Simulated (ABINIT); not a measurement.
# SnO2 (Imma): G0W0 with ABINIT, start to end, part 2 of 3

How does a plane-wave GW calculation on SnO2 (Imma) run from the first input to the gap?

ABINIT 10.8.3; LDA and many-body steps on it, plane waves. Known limits of the many-body steps: not at the basis limit; no spin-orbit coupling; coarse k mesh.

So far. Step 2 (Ground state): The gap is direct, at Γ.

## Step 3: Bands along the symmetry lines

Level of this step: DFT, LDA, plane waves, norm-conserving pseudopotentials (ABINIT).

Levels along a band path, at the cheap level, show where the edges lie and whether the meshes to come will hold them.

Input file run.abi:

```
acell 3*1.0 Angstrom
rprim 
  -3.248897000000 3.414470000000 3.414021000000
  3.248897000000 -3.414470000000 3.414021000000
  3.248897000000 3.414470000000 -3.414021000000
ntypat 2
znucl 50 8
natom 12
typat 1 1 1 1 2 2 2 2 2 2 2 2
xred 
  0.996401000000 0.246401000000 0.750000000000
  0.003599000000 0.753599000000 0.250000000000
  0.500000000000 0.500000000000 0.500000000000
  0.500000000000 0.000000000000 0.000000000000
  0.193504000000 0.196226000000 0.502722000000
  0.697565000000 0.754060000000 0.943505000000
  0.193504000000 0.690782000000 0.997278000000
  0.310555000000 0.754060000000 0.556495000000
  0.689445000000 0.245940000000 0.443505000000
  0.302435000000 0.245940000000 0.056495000000
  0.806496000000 0.309218000000 0.002722000000
  0.806496000000 0.803774000000 0.497278000000
pp_dirpath "pseudos"
pseudos "Sn.upf, O.upf"
ecut 42
iscf -2
irdden 1
kptopt 0
nkpt 37
kpt 
  0.00000000 0.00000000 0.00000000
  0.16666667 -0.16666667 0.16666667
  0.33333333 -0.33333333 0.33333333
  0.50000000 -0.50000000 0.50000000
  0.49211402 -0.49211402 0.50788598
  0.48422805 -0.48422805 0.51577195
  0.47634207 -0.47634207 0.52365793
  -0.47634207 0.47634207 0.47634207
  -0.31756138 0.31756138 0.31756138
  -0.15878069 0.15878069 0.15878069
  0.00000000 0.00000000 0.00000000
  0.16664475 0.16664475 -0.16664475
  0.33328950 0.33328950 -0.33328950
  0.49993425 0.49993425 -0.49993425
  0.50006575 -0.49993425 0.49993425
  0.50004383 -0.49995617 0.49995617
  0.50002192 -0.49997808 0.49997808
  0.50000000 -0.50000000 0.50000000
  0.00000000 0.00000000 0.00000000
  0.00000000 0.16666667 0.00000000
  0.00000000 0.33333333 0.00000000
  0.00000000 0.50000000 0.00000000
  0.08333333 0.41666667 0.08333333
  0.16666667 0.33333333 0.16666667
  0.25000000 0.25000000 0.25000000
  0.33333333 0.16666667 0.16666667
  0.41666667 0.08333333 0.08333333
  0.50000000 0.00000000 0.00000000
  0.33333333 0.00000000 0.00000000
  0.16666667 0.00000000 0.00000000
  0.00000000 0.00000000 0.00000000
  0.00000000 0.00000000 0.16666667
  0.00000000 0.00000000 0.33333333
  0.00000000 0.00000000 0.50000000
  0.08333333 0.08333333 0.41666667
  0.16666667 0.16666667 0.33333333
  0.25000000 0.25000000 0.25000000
istwfk *1
nband 83
nbdbuf 10
tolwfr 1e-07
nstep 50
prtwf 0
prtvol 0
indata_prefix "in"
outdata_prefix "out"
tmpdata_prefix "tmp"
```

Command:

```console
$ OMP_NUM_THREADS=1 mpirun -n 8 abinit run.abi > log
```

Numbers of over 12 decimals in the logs are rounded to 6 here.

Log:

```text
.Version 10.8.3 of ABINIT. v10.8.2 released Aug 2026.

 Symmetries : space group Im m a (# 74); Bravais oI (body-center ortho.)
[... echo of the input left out ...]
== DATASET  1 ==================================================================
-   mpi_nproc: 8, omp_nthreads: 1 (-1 if OMP is not activated)

--- !DatasetInfo
iteration_state: {dtset: 1, }
dimensions: {natom: 12, nkpt: 37, mband: 83, nsppol: 1, nspinor: 1, nspden: 1, mpw: 13338, }
cutoff_energies: {ecut:  42.0, pawecutdg:  -1.0, }
electrons: {nelect:   1.36000000E+02, charge:   0.00000000E+00, occopt:   1.00000000E+00, tsmear:   1.00000000E-02, }

 Real(R)+Recip(G) space primitive vectors, cartesian coordinates (Bohr,Bohr^-1):
 R(1)= -6.1395255  6.4524132  6.4515647  G(1)=  0.0000000  0.0774904  0.0775006
 R(2)=  6.1395255 -6.4524132  6.4515647  G(2)=  0.0814395  0.0000000  0.0775006
 R(3)=  6.1395255  6.4524132 -6.4515647  G(3)=  0.0814395  0.0774904  0.0000000
 Unit cell volume ucvol=  1.0223086E+03 bohr^3
 Angles (23,13,12)=  1.12129753E+02  1.08153076E+02  1.08163993E+02 degrees

 getcut: wavevector=  0.0000  0.0000  0.0000  ngfft=  72  72  72
         ecut(hartree)=     42.000   => boxcut(ratio)=   2.24428

 getcut : COMMENT -
  Note that boxcut > 2.2 ; recall that boxcut=Gcut(box)/Gcut(sphere) = 2
  is sufficient for exact treatment of convolution.
  Such a large boxcut is a waste : you could raise ecut
  e.g. ecut=   52.886358 Hartrees makes boxcut=2

--- Pseudopotential description ------------------------------------------------
- Sn Generated using ONCVPSP code by D. R. Hamann
- 50.00000  22.00000  180309                  znucl, zion, pspdat
12 -1012 2 -1 1608                            pspcod,pspxc,lmax,lloc,mmax
     nproj     2     2     2
  pspatm : epsatm=   27.51067946
         --- l  ekb(1:nproj) -->
             0    9.730369   -0.593632
             1    3.965824   -0.290188
             2   -2.469055   -0.630375
 pspatm: atomic psp has been read  and splines computed

- O Generated using ONCVPSP code by D. R. Hamann
-  8.00000   6.00000  201201                  znucl, zion, pspdat
12 -1012 2 -1 926                             pspcod,pspxc,lmax,lloc,mmax
     nproj     2     2     1
  pspatm : epsatm=    6.24525921
         --- l  ekb(1:nproj) -->
[...]
2   -1.033686
 pspatm: atomic psp has been read  and splines computed

--------------------------------------------------------------------------------

================================================================================
 prteigrs : about to open file out_EIG
 Non-SCF case, kpt    1 (  0.00000  0.00000  0.00000), residuals and eigenvalues=
  4.86E-08  4.88E-08  4.64E-08  6.12E-08  1.69E-08  3.11E-08  1.19E-08  3.24E-08
  3.84E-08  4.35E-08  1.41E-08  2.90E-08  3.08E-08  4.48E-08  2.71E-08  4.27E-08
  1.70E-08  1.65E-08  1.67E-08  3.43E-08  6.33E-08  4.17E-08  7.92E-08  3.53E-08
[...]
1.8092E-01  1.8092E-01  3.8283E-01  3.8283E-01  3.8314E-01  3.8314E-01
  5.0540E-01  5.0540E-01  5.0906E-01  5.0906E-01  5.3106E-01  5.3106E-01
  5.3197E-01  5.3197E-01  6.3929E-01  6.4099E-01  6.4330E-01

--- !ResultsGS
iteration_state: {dtset: 1, }
comment   : Summary of ground state results
lattice_vectors:
- [ -6.1395255,   6.4524132,   6.4515647, ]
- [  6.1395255,  -6.4524132,   6.4515647, ]
- [  6.1395255,   6.4524132,  -6.4515647, ]
lattice_lengths: [  10.99773,   10.99773,   10.99773, ]
lattice_angles: [112.130, 108.153, 108.164, ] # degrees, (23, 13, 12)
lattice_volume:   1.0223086E+03
convergence: {deltae:  0.000E+00, res2:  0.000E+00, residm:  9.981E-08, diffor:  0.000E+00, }
etotal    :  -1.01827521E+03
entropy   :   0.00000000E+00
fermie    :   2.09226217E-01
cartesian_stress_tensor: null
pressure_GPa: null
xred      :
- [  9.9640E-01,   2.4640E-01,   7.5000E-01, Sn]
- [  3.5990E-03,   7.5360E-01,   2.5000E-01, Sn]
- [  5.0000E-01,   5.0000E-01,   5.0000E-01, Sn]
- [  5.0000E-01,   1.2425E-17,   2.3954E-17, Sn]
- [  1.9350E-01,   1.9623E-01,   5.0272E-01,  O]
- [  6.9756E-01,   7.5406E-01,   9.4350E-01,  O]
- [  1.9350E-01,   6.9078E-01,   9.9728E-01,  O]
[...]
- [  8.0650E-01,   3.0922E-01,   2.7220E-03,  O]
- [  8.0650E-01,   8.0377E-01,   4.9728E-01,  O]
cartesian_forces: null
force_length_stats: {min: null, max: null, mean: null, }

 Integrated electronic density in atomic spheres:
 ------------------------------------------------
 Atom  Sphere_radius  Integrated_density
[...]
================================================================================

 ----iterations are completed or convergence reached----

 Mean square residual over all n,k,spin=   43.819E-09; max=  99.810E-09
 reduced coordinates (array xred) for   12 atoms
[...]
cartesian coordinates (angstrom) at end:
    1     -0.000000     5.121705     1.682436
    2      3.248897    -1.707235     1.731585
    3      1.624448     1.707235     1.707010
[...]
11     -1.606762     1.707235     3.799778
   12      1.606762     1.707235     3.799778
 length scales=  1.889726125908  1.889726125908  1.889726125908 bohr
              =  1.000000000000  1.000000000000  1.000000000000 angstroms
 prteigrs : about to open file out_EIG
 Eigenvalues (hartree) for nkpt=  37  k points:
 kpt#   1, nband= 83, wtk=  1.00000, kpt=  0.0000  0.0000  0.0000 (reduced coord)
[...]
kpt#   2, nband= 83, wtk=  1.00000, kpt=  0.1667 -0.1667  0.1667 (reduced coord)
[...]
kpt#   3, nband= 83, wtk=  1.00000, kpt=  0.3333 -0.3333  0.3333 (reduced coord)
[...]
kpt#  36, nband= 83, wtk=  1.00000, kpt=  0.1667  0.1667  0.3333 (reduced coord)
[...]
0.62939    0.63381    0.64262
 kpt#  37, nband= 83, wtk=  1.00000, kpt=  0.2500  0.2500  0.2500 (reduced coord)
[...]
0.18035    0.18035    0.18092    0.18092    0.38283    0.38283    0.38314    0.38314
   0.50540    0.50540    0.50906    0.50906    0.53106    0.53106    0.53197    0.53197
   0.63929    0.64099    0.64330

== END DATASET(S) ==============================================================
================================================================================

 -outvars: echo values of variables after computation  --------
            nband          83
             nkpt          37
          spgroup          74
 [... the other variables as echoed above ...]

 Calculation completed.
```

Run time: 94 s. Hardware: 8 MPI ranks of AMD EPYC 9B45 (Zen 5), shared host; peak memory 1.5 GiB; 13 min of CPU time.

Numbers from this step:

```yaml
gap: 0.4765 eV
k_of_the_valence_top: 0, 0, 0
k_of_the_conduction_bottom: 0, 0, 0
least_direct_gap: 0.4765 eV
```

The gap is 0.476 eV, as in the run before at this level.

Electronic bands along the path, in eV, zero at the top of the highest filled band:

```csv
point,band 65,band 66,band 67,band 68,band 69,band 70,band 71,band 72
Γ,-0.77,-0.74,-0.73,0.00,0.48,4.09,4.09,5.37
X,-1.19,-1.19,-0.85,-0.85,4.03,4.03,5.31,5.32
F0,-1.18,-1.18,-0.85,-0.85,4.03,4.03,5.16,5.45
jump to Σ0,-1.18,-1.18,-0.85,-0.85,4.03,4.03,5.16,5.45
Γ,-0.77,-0.74,-0.73,0.00,0.48,4.09,4.09,5.37
Λ0,-1.19,-1.19,-0.85,-0.85,4.03,4.03,5.31,5.32
jump to G0,-1.19,-1.19,-0.85,-0.85,4.03,4.03,5.31,5.32
X,-1.19,-1.19,-0.85,-0.85,4.03,4.03,5.31,5.32
jump to Γ,-0.77,-0.74,-0.73,0.00,0.48,4.09,4.09,5.37
R,-0.82,-0.81,-0.51,-0.47,3.78,3.78,5.32,5.34
W,-0.79,-0.79,-0.77,-0.77,4.72,4.72,4.73,4.73
S,-0.79,-0.79,-0.61,-0.61,3.67,3.67,5.56,5.56
Γ,-0.77,-0.74,-0.73,0.00,0.48,4.09,4.09,5.37
T,-0.81,-0.81,-0.49,-0.49,3.78,3.78,5.33,5.33
W,-0.79,-0.79,-0.77,-0.77,4.72,4.72,4.73,4.73
```

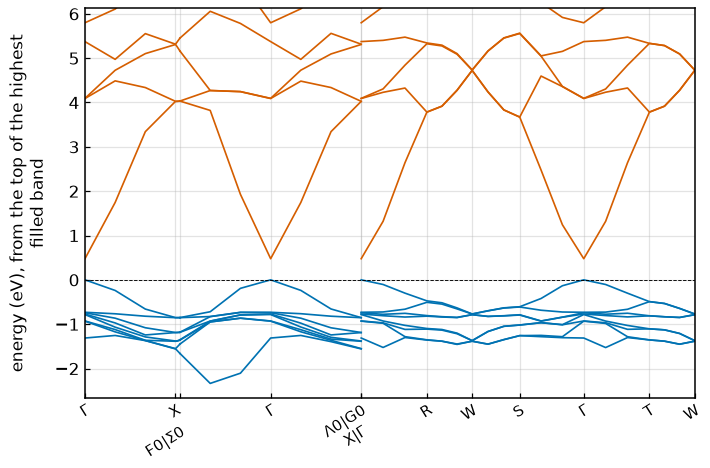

Electronic bands along the path; lines of filled and empty bands in two colours.

## Step 4: Empty states on the mesh, 2×2×2 mesh, 462 bands

The sums over transitions need many empty states on a uniform mesh; this step solves for them.

Input file run.abi:

```
acell 3*1.0 Angstrom
rprim 
  -3.248897000000 3.414470000000 3.414021000000
  3.248897000000 -3.414470000000 3.414021000000
  3.248897000000 3.414470000000 -3.414021000000
ntypat 2
znucl 50 8
natom 12
typat 1 1 1 1 2 2 2 2 2 2 2 2
xred 
  0.996401000000 0.246401000000 0.750000000000
  0.003599000000 0.753599000000 0.250000000000
  0.500000000000 0.500000000000 0.500000000000
  0.500000000000 0.000000000000 0.000000000000
  0.193504000000 0.196226000000 0.502722000000
  0.697565000000 0.754060000000 0.943505000000
  0.193504000000 0.690782000000 0.997278000000
  0.310555000000 0.754060000000 0.556495000000
  0.689445000000 0.245940000000 0.443505000000
  0.302435000000 0.245940000000 0.056495000000
  0.806496000000 0.309218000000 0.002722000000
  0.806496000000 0.803774000000 0.497278000000
pp_dirpath "pseudos"
pseudos "Sn.upf, O.upf"
ecut 42
ngkpt 2 2 2
nshiftk 1
shiftk 0 0 0
kptopt 1
chksymbreak 0
iscf -2
irdden 1
istwfk *1
nband 462
nbdbuf 42
tolwfr 1e-09
nstep 60
prtvol 0
indata_prefix "in"
outdata_prefix "out"
tmpdata_prefix "tmp"
```

Command:

```console
$ OMP_NUM_THREADS=1 mpirun -n 5 abinit run.abi > log
```

Log:

```text
.Version 10.8.3 of ABINIT. v10.8.2 released Aug 2026.

 Symmetries : space group Im m a (# 74); Bravais oI (body-center ortho.)
[... echo of the input left out ...]
== DATASET  1 ==================================================================
-   mpi_nproc: 5, omp_nthreads: 1 (-1 if OMP is not activated)

--- !DatasetInfo
iteration_state: {dtset: 1, }
dimensions: {natom: 12, nkpt: 5, mband: 462, nsppol: 1, nspinor: 1, nspden: 1, mpw: 13326, }
cutoff_energies: {ecut:  42.0, pawecutdg:  -1.0, }
electrons: {nelect:   1.36000000E+02, charge:   0.00000000E+00, occopt:   1.00000000E+00, tsmear:   1.00000000E-02, }

 Real(R)+Recip(G) space primitive vectors, cartesian coordinates (Bohr,Bohr^-1):
 R(1)= -6.1395255  6.4524132  6.4515647  G(1)=  0.0000000  0.0774904  0.0775006
 R(2)=  6.1395255 -6.4524132  6.4515647  G(2)=  0.0814395  0.0000000  0.0775006
 R(3)=  6.1395255  6.4524132 -6.4515647  G(3)=  0.0814395  0.0774904  0.0000000
 Unit cell volume ucvol=  1.0223086E+03 bohr^3
 Angles (23,13,12)=  1.12129753E+02  1.08153076E+02  1.08163993E+02 degrees

 getcut: wavevector=  0.0000  0.0000  0.0000  ngfft=  72  72  72
         ecut(hartree)=     42.000   => boxcut(ratio)=   2.24428

 getcut : COMMENT -
  Note that boxcut > 2.2 ; recall that boxcut=Gcut(box)/Gcut(sphere) = 2
  is sufficient for exact treatment of convolution.
  Such a large boxcut is a waste : you could raise ecut
  e.g. ecut=   52.886358 Hartrees makes boxcut=2

--- Pseudopotential description ------------------------------------------------
- Sn Generated using ONCVPSP code by D. R. Hamann
- 50.00000  22.00000  180309                  znucl, zion, pspdat
12 -1012 2 -1 1608                            pspcod,pspxc,lmax,lloc,mmax
     nproj     2     2     2
  pspatm : epsatm=   27.51067946
         --- l  ekb(1:nproj) -->
             0    9.730369   -0.593632
             1    3.965824   -0.290188
             2   -2.469055   -0.630375
 pspatm: atomic psp has been read  and splines computed

- O Generated using ONCVPSP code by D. R. Hamann
-  8.00000   6.00000  201201                  znucl, zion, pspdat
12 -1012 2 -1 926                             pspcod,pspxc,lmax,lloc,mmax
     nproj     2     2     1
  pspatm : epsatm=    6.24525921
         --- l  ekb(1:nproj) -->
[...]
2   -1.033686
 pspatm: atomic psp has been read  and splines computed

--------------------------------------------------------------------------------

================================================================================
 prteigrs : about to open file out_EIG
 Non-SCF case, kpt    1 (  0.00000  0.00000  0.00000), residuals and eigenvalues=
  6.01E-10  1.72E-10  8.19E-10  6.39E-10  2.97E-10  3.77E-10  3.27E-10  2.56E-10
  3.07E-10  3.77E-10  2.69E-10  3.72E-10  3.53E-10  3.19E-10  3.01E-10  4.30E-10
  5.20E-10  3.55E-10  5.94E-10  3.93E-10  5.76E-10  5.44E-10  5.30E-10  5.61E-10
[...]
3.37E-04  1.89E-04  7.05E-04  6.67E-04  1.64E-03  6.00E-04
 -4.4809E+00 -4.4809E+00 -4.4809E+00 -4.4809E+00 -2.8620E+00 -2.8620E+00
 -2.8620E+00 -2.8620E+00 -2.8607E+00 -2.8607E+00 -2.8606E+00 -2.8606E+00
[...]
3.8969E+00  3.8990E+00  3.9016E+00  3.9107E+00  3.9195E+00  3.9332E+00
 prteigrs : prtvol=0 or 1, do not print more k-points.

--- !ResultsGS
iteration_state: {dtset: 1, }
comment   : Summary of ground state results
lattice_vectors:
- [ -6.1395255,   6.4524132,   6.4515647, ]
- [  6.1395255,  -6.4524132,   6.4515647, ]
- [  6.1395255,   6.4524132,  -6.4515647, ]
lattice_lengths: [  10.99773,   10.99773,   10.99773, ]
lattice_angles: [112.130, 108.153, 108.164, ] # degrees, (23, 13, 12)
lattice_volume:   1.0223086E+03
convergence: {deltae:  0.000E+00, res2:  0.000E+00, residm:  9.973E-10, diffor:  0.000E+00, }
etotal    :  -1.01827521E+03
entropy   :   0.00000000E+00
fermie    :   2.09226217E-01
cartesian_stress_tensor: null
pressure_GPa: null
xred      :
- [  9.9640E-01,   2.4640E-01,   7.5000E-01, Sn]
- [  3.5990E-03,   7.5360E-01,   2.5000E-01, Sn]
- [  5.0000E-01,   5.0000E-01,   5.0000E-01, Sn]
- [  5.0000E-01,   1.2425E-17,   2.3954E-17, Sn]
- [  1.9350E-01,   1.9623E-01,   5.0272E-01,  O]
- [  6.9756E-01,   7.5406E-01,   9.4350E-01,  O]
- [  1.9350E-01,   6.9078E-01,   9.9728E-01,  O]
[...]
- [  8.0650E-01,   3.0922E-01,   2.7220E-03,  O]
- [  8.0650E-01,   8.0377E-01,   4.9728E-01,  O]
cartesian_forces: null
force_length_stats: {min: null, max: null, mean: null, }

 Integrated electronic density in atomic spheres:
 ------------------------------------------------
 Atom  Sphere_radius  Integrated_density
[...]
================================================================================

 ----iterations are completed or convergence reached----

 Mean square residual over all n,k,spin=   40.441E-11; max=  99.732E-11
 reduced coordinates (array xred) for   12 atoms
[...]
0.806496000000      0.309218000000      0.002722000000
       0.806496000000      0.803774000000      0.497278000000

 cartesian coordinates (angstrom) at end:
    1     -0.000000     5.121705     1.682436
    2      3.248897    -1.707235     1.731585
    3      1.624448     1.707235     1.707010
[...]
11     -1.606762     1.707235     3.799778
   12      1.606762     1.707235     3.799778
 length scales=  1.889726125908  1.889726125908  1.889726125908 bohr
              =  1.000000000000  1.000000000000  1.000000000000 angstroms
 prteigrs : about to open file out_EIG
 Eigenvalues (hartree) for nkpt=   5  k points:
 kpt#   1, nband=462, wtk=  0.12500, kpt=  0.0000  0.0000  0.0000 (reduced coord)
[...]
3.80734    3.81007    3.81458    3.81673    3.81760    3.82140    3.83120    3.83134
   3.85180    3.86410    3.86820    3.87007    3.87153    3.88801    3.88980    3.89633
   3.89689    3.89898    3.90156    3.91066    3.91947    3.93323
 prteigrs : prtvol=0 or 1, do not print more k-points.

== END DATASET(S) ==============================================================
================================================================================

 -outvars: echo values of variables after computation  --------
            nband         462
             nkpt           5
          spgroup          74
 [... the other variables as echoed above ...]

 Calculation completed.
```

It took 5.9 min on 5 MPI ranks; peak memory 1.1 GiB.

Numbers from this step:

```yaml
gap: 0.4765 eV
k_of_the_valence_top: 0, 0, 0
k_of_the_conduction_bottom: 0, 0, 0
least_direct_gap: 0.4765 eV
k_points_computed: 5
lowest_point_of_the_top_converged_band_above_the_valence_top: 92.5138 eV
```

On this mesh the gap is 0.476 eV.

(Continued in part 3 of 3.)

[Paths, hosts, dates, memory and timing lines, banners, echoed tables and standing remarks are left out of the program output.]

[Logs are printed without paths, hosts, clocks, repeated set-up lines and the standing remarks that a program may print on its own settings, such as how far it seeks lower states.]

[Runs of the session that timed out or met a known fault of the program may be left out.]

[Hosts, paths, dates, database ids (printed as entryN), source tags and the programs' standing remarks are cut or masked in the printed files.]

[G0W0 gaps are taken among the corrected bands and points alone; a level outside them can change the order at an edge.]

[Where Ansatz stands beside ABINIT at settings called matched, ABINIT's density can come from a denser mesh and the files from another edition; pairs whose starting gaps differed by over 0.03 eV were left out, so agreement reads better than it is.]
